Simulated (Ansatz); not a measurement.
# What a change does: band-structure calculation on TiSe2

System: TiSe2 (P-3m1, 3 atoms in the cell).
Method of the first run: DFT, r2SCAN, plane waves, PAW, no spin polarisation (Ansatz 0.2.0).

The structure derives from an entry of the Crystallography Open Database. The geometry comes from this level: r2scan-rvv10. Text and figures count atoms from 1; the logs count them from 0 in places.

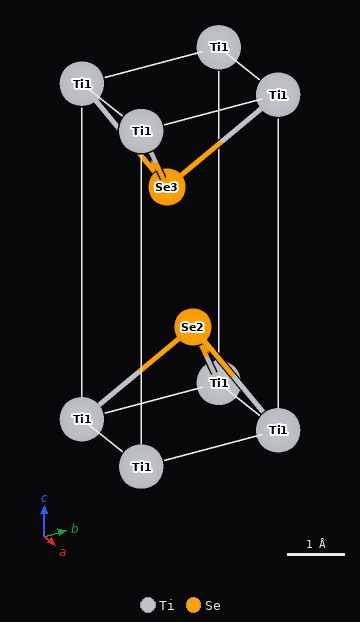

The input geometry (ball-and-stick view of the cell of the calculation, seen slightly off an axis; atoms are numbered from 1 in the order of the input). Near neighbours in the crystal (not all of them lie inside the picture): Ti has 6 Se at 2.55 Å; Se has 3 Ti at 2.55 Å.

### Input file, the first run
```yaml
crystal:
  lattice:
    - [3.5420252115, 0.0, 0.0]
    - [-1.7710126058, 3.067483814, 0.0]
    - [0.0, 0.0, 6.0915063938]
  atoms:
    - { symbol: Ti, position: [0.0, 0.0, 0.0] }
    - { symbol: Se, position: [0.3333333333, 0.6666666667, 0.2498693004] }
    - { symbol: Se, position: [0.6666666667, 0.3333333333, 0.7501306996] }
kpoints:
  mp_grid: { grid: [12, 12, 4] }
  band_path:
    path:
      - [0.0, 0.0, 0.0]
      - [0.5, 0.0, 0.0]
      - [0.3333333333, 0.3333333333, 0.0]
      - [0.0, 0.0, 0.5]
      - [0.5, 0.0, 0.5]
      - [0.3333333333, 0.3333333333, 0.5]
    npoints: 1
hamiltonian:
  xc: r2scan
scf:
  occupations: { method: fermi_dirac, width: 0.02 }
  n_extra_bands: 4
output:
  forces: true
  stress: true
  eigenvalues: true
```

Command:
```bash
ansatz run input.yaml --threads 2 --pin off --max-ram 2764MiB --backend cpu --events-out ev --progress --plain --runs-dir out
```

Hardware: 2 threads of Arm Neoverse V2, 24 GiB of memory available, shared host.

### Output, shortened to warnings, some set-up lines, iterations and results (the first run)
```
Basis set: ecut = 500 eV, 1679 PW (Γ), exchange–correlation on 108×108×180 points (64 copies of the dense FFT grid, shifted against one another)
Symmetry: 12 space group operations
k-points: 69 of 576
Initial density: superposition of atomic densities (neutral atoms: chi_scale 0, normalization atom), corrected by the library's trained network
[...]
SCF iter   1: F=—  HF=-13464.589100 eV  |F-HF|=—  |Δ(HF+E_count)|=         —  Δρ=2.69e-2  dr2=9.70e-1  dr2_τ=3.86e-2  ethr=1.77e-3  ⟨swp⟩=6.1  Hψ=6858  notcnv=0
SCF iter   2: F=—  HF=-13464.567276 eV  |F-HF|=—  |Δ(HF+E_count)|=   2.18e-2  Δρ=2.14e-2  dr2=4.81e-1  dr2_τ=4.72e-2  ethr=1.77e-3  ⟨swp⟩=2.5  Hψ=3453  notcnv=0
SCF iter   3: F=—  HF=-13464.523563 eV  |F-HF|=—  |Δ(HF+E_count)|=   4.37e-2  Δρ=3.08e-3  dr2=1.07e-2  dr2_τ=2.04e-4  ethr=1.09e-3  ⟨swp⟩=2.0  Hψ=2316  notcnv=0
SCF iter   4: F=—  HF=-13464.523763 eV  |F-HF|=—  |Δ(HF+E_count)|=   2.01e-4  Δρ=1.15e-3  dr2=1.21e-3  dr2_τ=3.91e-5  ethr=2.43e-5  ⟨swp⟩=2.0  Hψ=2559  notcnv=0
SCF iter   5: F=—  HF=-13464.523588 eV  |F-HF|=—  |Δ(HF+E_count)|=   1.75e-4  Δρ=6.72e-4  dr2=6.33e-4  dr2_τ=7.26e-6  ethr=2.76e-6  ⟨swp⟩=2.0  Hψ=2501  notcnv=0
SCF iter   6: F=—  HF=-13464.523516 eV  |F-HF|=—  |Δ(HF+E_count)|=   7.22e-5  Δρ=1.14e-4  dr2=1.39e-5  dr2_τ=1.05e-7  ethr=1.44e-6  ⟨swp⟩=2.0  Hψ=1923  notcnv=0
SCF iter   7: F=—  HF=-13464.523515 eV  |F-HF|=—  |Δ(HF+E_count)|=   1.16e-6  Δρ=1.38e-5  dr2=1.65e-7  dr2_τ=1.25e-8  ethr=3.15e-8  ⟨swp⟩=2.1  Hψ=2370  notcnv=0
SCF iter   8: F=-13464.523515 eV  HF=-13464.523515 eV  |F-HF|=4.39e-9  |Δ(HF+E_count)|=   2.91e-8  Δρ=4.11e-6  dr2=5.39e-9  dr2_τ=1.01e-9  ethr=2.27e-10  ⟨swp⟩=4.1  Hψ=5774  …
SCF 1 converged in 8 iterations: F = -13464.523515 eV  dr2 = 5.39e-9
NSCF: frozen V_eff on 6 k-points
SCF converged after 8 iterations
Free energy (F): -13464.523515 eV
Harris-Foulkes:  -13464.523515 eV  (|F-HF|=4.39e-9)
Internal energy: -13464.522879 eV  (E = F + TS)
E sigma→0 (E₀):  -13464.523197 eV
Entropy (-TS):   -0.000636 eV (-0.212 meV/atom)
Fermi energy:    9.314990 eV
--- Per-component energies (eV) ---
  E_band       = -974.537766
  E_kinetic    = 510.326068
  E_local      = -5904.573136  (includes V_loc(G=0)·N_el)
  E_nonlocal   = -1185.444003
  E_hartree    = 2847.747194
  E_xc         = -291.096708
  E_vxc        = -346.128154  (∫ρ·V_xc dr)
  E_paw        = -4905.175702  (= ΣΔE_a)
  E_vpaw       = 236.397889  (= ΣTr[D̂ρ^β])
  E_aug_tail   = -0.000327  (compensation charges beyond the density's cutoff)
  E_vtau       = 19.389368  (kinetic-family band-sum trace: ∫τ·v_τ [+ j·A + Jᵃ·Aᵃ] dr)
  E_ewald      = -4532.523267
  E_core_change = -3.782998  (= ΣΔE_core)
  E_smearing   = -0.000636  (= −TS)
  E_closure    = 0.000000  (closes the sum)
  Σ components = -13464.523515   (vs F -13464.523515, Δ=0.00e0)
--- Forces (eV/Å), atoms counted from 1 ---
  atom   1  Ti     0.00000000     0.00000000     0.00000000
  atom   2  Se     0.00000000    -0.00000000    -0.03286338
  atom   3  Se    -0.00000000     0.00000000     0.03286338
  max |Σ_I F_I| component: 2.31e-18 eV/Å
--- Stress (GPa, compression-positive) ---
        0.968962       0.000000      -0.000000
        0.000000       0.968962      -0.000000
       -0.000000      -0.000000       1.023640
  P = ⅓ Tr σ = 0.9872 GPa (9.872 kbar)
```

The second run used a changed input.

### The two runs side by side

```csv
quantity,the first run,the second run
outcome,converged,converged
free energy per atom (eV),−4488.1745,−4480.3929
gap on the mesh (eV),0.00,0.00
pressure (GPa),0.99,1.58
largest force (eV/Å),0.033,0.181
SCF iterations,8,6
irreducible k-points,69,69
plane waves at Γ,1679,1287
wall time (shared host),7.2 s,3 s
```

Which change of the input explains these differences?

The change (lines with − go, lines with + come):
```diff
-  xc: r2scan
+  xc: pbe
```

The total energies belong to different methods, so their difference says nothing on which is more stable or more accurate. The pressure goes from 0.99 to 1.58 GPa. The largest force goes from 0.033 to 0.181 eV/Å. The functional changes from r2SCAN to PBE. The SCF takes 6 iterations against 8. The default cutoff goes from 500 to 420 eV with the change. The plane waves at Γ go from 1679 to 1287. On the same kind of shared host the second run took about 0.41 times as long.

### Output, shortened to warnings, some set-up lines, iterations and results (the second run)
```
Basis set: ecut = 420 eV, 1287 PW (Γ), exchange–correlation on 48×48×90 points (8 copies of the dense FFT grid, shifted against one another)
Symmetry: 12 space group operations
k-points: 69 of 576
Initial density: superposition of atomic densities (neutral atoms: chi_scale 0, normalization atom), corrected by the library's trained network
[...]
SCF iter   1: F=—  HF=-13441.178991 eV  |F-HF|=—  |Δ(HF+E_count)|=         —  Δρ=2.95e-3  dr2=1.17e-2  ethr=1.77e-3  ⟨swp⟩=6.0  Hψ=6918  notcnv=0
SCF iter   2: F=—  HF=-13441.182944 eV  |F-HF|=—  |Δ(HF+E_count)|=   3.95e-3  Δρ=5.62e-3  dr2=4.28e-2  ethr=2.65e-5  ⟨swp⟩=2.2  Hψ=3031  notcnv=0
SCF iter   3: F=—  HF=-13441.178710 eV  |F-HF|=—  |Δ(HF+E_count)|=   4.23e-3  Δρ=4.94e-4  dr2=3.41e-4  ethr=2.65e-5  ⟨swp⟩=2.1  Hψ=2474  notcnv=0
SCF iter   4: F=—  HF=-13441.178680 eV  |F-HF|=—  |Δ(HF+E_count)|=   3.04e-5  Δρ=8.38e-5  dr2=8.30e-6  ethr=7.76e-7  ⟨swp⟩=2.0  Hψ=2199  notcnv=0
SCF iter   5: F=—  HF=-13441.178676 eV  |F-HF|=—  |Δ(HF+E_count)|=   3.67e-6  Δρ=2.28e-5  dr2=4.25e-7  ethr=1.89e-8  ⟨swp⟩=2.8  Hψ=3205  notcnv=0
SCF iter   6: F=-13441.178676 eV  HF=-13441.178676 eV  |F-HF|=3.54e-9  |Δ(HF+E_count)|=   3.73e-8  Δρ=4.41e-6  dr2=1.52e-8  ethr=2.27e-10  ⟨swp⟩=5.1  Hψ=7596  notcnv=0
SCF 1 converged in 6 iterations: F = -13441.178676 eV  dr2 = 1.52e-8
NSCF: frozen V_eff on 6 k-points
SCF converged after 6 iterations
Free energy (F): -13441.178676 eV
Harris-Foulkes:  -13441.178676 eV  (|F-HF|=3.54e-9)
Internal energy: -13441.177572 eV  (E = F + TS)
E sigma→0 (E₀):  -13441.178124 eV
Entropy (-TS):   -0.001105 eV (-0.368 meV/atom)
Fermi energy:    9.390315 eV
--- Per-component energies (eV) ---
  E_band       = -934.013746
  E_kinetic    = 509.590608
  E_local      = -5906.453319  (includes V_loc(G=0)·N_el)
  E_nonlocal   = -1185.164281
  E_hartree    = 2849.289416
  E_xc         = -307.023775
  E_vxc        = -319.802807  (∫ρ·V_xc dr)
  E_paw        = -4868.891857  (= ΣΔE_a)
  E_vpaw       = 269.238893  (= ΣTr[D̂ρ^β])
  E_aug_tail   = -0.001095  (compensation charges beyond the density's cutoff)
  E_ewald      = -4532.523267
  E_smearing   = -0.001105  (= −TS)
  E_closure    = -0.000000  (closes the sum)
  Σ components = -13441.178676   (vs F -13441.178676, Δ=0.00e0)
--- Forces (eV/Å), atoms counted from 1 ---
  atom   1  Ti     0.00000000     0.00000000     0.00000000
  atom   2  Se     0.00000000    -0.00000000     0.18123881
  atom   3  Se    -0.00000000     0.00000000    -0.18123881
  max |Σ_I F_I| component: 2.31e-18 eV/Å
--- Stress (GPa, compression-positive) ---
        1.196323       0.000000      -0.000000
        0.000000       1.196323       0.000000
       -0.000000       0.000000       2.355108
  P = ⅓ Tr σ = 1.5826 GPa (15.826 kbar)
```
